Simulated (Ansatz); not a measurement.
## Electronic structure of TiAl$_{3}$ in real space

The calculation's input:

```
crystal:
  lattice:
    - [0.0315970453, -3.8730262064, 0.0097433503]
    - [-3.823464197, 0.0315970453, -0.00499988]
    - [-0.0112091212, 0.0218434032, -8.6780471487]
  atoms:
    - { symbol: Ti, position: [0.0168414715, 0.0396297656, -0.0081179685] }
    - { symbol: Ti, position: [0.4537323886, 0.5233700376, 0.5165830646] }
    - { symbol: Al, position: [0.5000825905, 0.5218202138, 0.0184788794] }
    - { symbol: Al, position: [1.0216698541, 0.9941318898, 0.4950590273] }
    - { symbol: Al, position: [0.0262800808, 0.4500185725, 0.263319982] }
    - { symbol: Al, position: [0.4831745992, -0.0525518816, 0.7356447687] }
    - { symbol: Al, position: [0.5072450314, -0.023203077, 0.244397192] }
    - { symbol: Al, position: [-0.0090260161, 0.5467844793, 0.7346350546] }
basis:
  ecutwfc: 420
kpoints:
  mp_grid: { grid: [10, 10, 4] }
hamiltonian:
  xc: pbesol
scf:
  occupations: { method: gaussian, width: 0.15 }
output:
  forces: true
  stress: true
  eigenvalues: true
  write_density: true
  write_potential: true
  elf: true
  volumetric_format: npy
relax:
  adjacent_minimum: "off"
  f_tol: 0.01
  max_steps: 80
  cell: { stress_tol: 0.1 }
```

Run with:

```sh
ansatz run input.yaml --threads 2 --pin off --max-ram 5120MiB --backend cpu --events-out ev --progress --plain --runs-dir out
```

Below, planes, directions and counts refer to the conventional cell (a = 3.82 Å, b = 3.82 Å, c = 8.55 Å, α = 90.00°, β = 90.01°, γ = 90.00°).

The fields are those of the run's last geometry, not of the input's.

Space group I4/mmm; a structure from a database of computed crystals, not necessarily the ambient phase; changed on purpose from its base cell (all atoms moved at random, sigma 0.1 A a component, cell strained at random, sigma 0.01; relaxed back); computed without spin polarisation.

Theory: DFT PBEsol, scalar-relativistic, plane waves, PAW (Ansatz).

In a PAW calculation such maps are meaningful between the atoms, not at the nuclei.

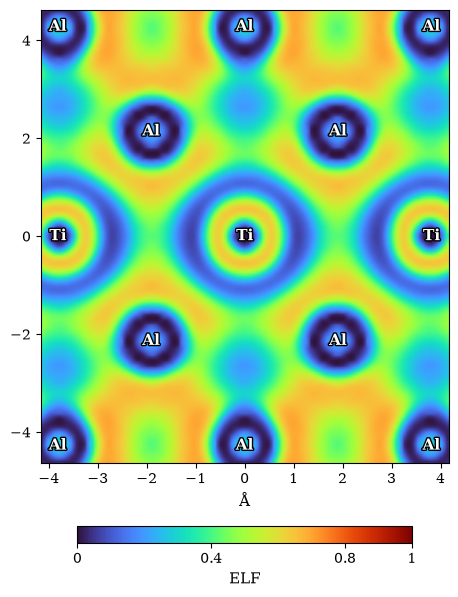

Figure 1. Electron localisation function on the (100) plane of the conventional cell.

Q: Interpret the plot.

A:
- Atoms in the plane: Ti and Al.
- Al–Al (2.87 Å): the ELF peaks at about 0.60 between the atoms.
- Ti–Al (2.87 Å): the ELF is about 0.40 at the midpoint.
- The features right at Ti lie inside the PAW spheres, where the map follows smoothed inner orbitals and isn't to be read closely.

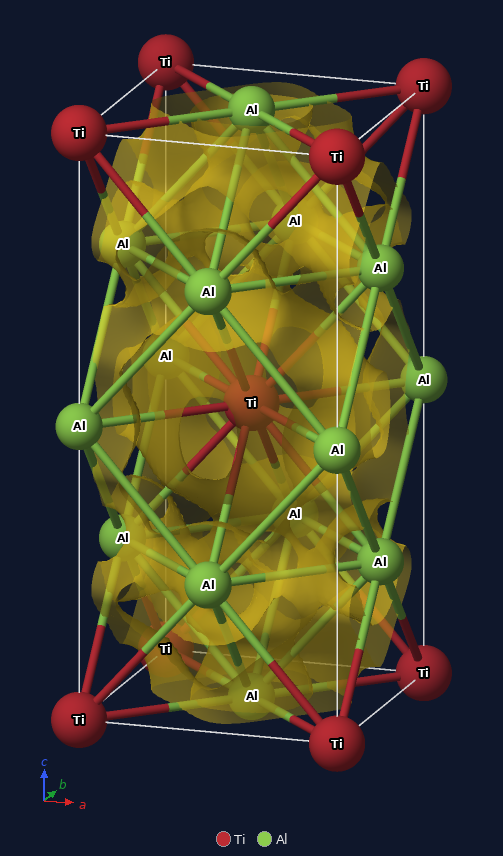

Figure 2. Isosurface of the electron localisation function at 0.55 (yellow), seen slightly off an axis. Core shells and regions of very low density are left out. Sticks mark near contacts.

Q: What do the ELF domains correspond to?

A: The ELF exceeds this value in one network that runs through the whole crystal, counted in one cell of 8 atoms. Any copies at cell faces, edges or corners count once.


Al–Al (2.70 Å): the ELF peaks at about 0.70 between the atoms. Ti–Al (2.70 Å): the ELF is about 0.35 at the midpoint.

Q: Metal or insulator at this level of theory?

A: It is gapless in this calculation (a metal or semimetal).
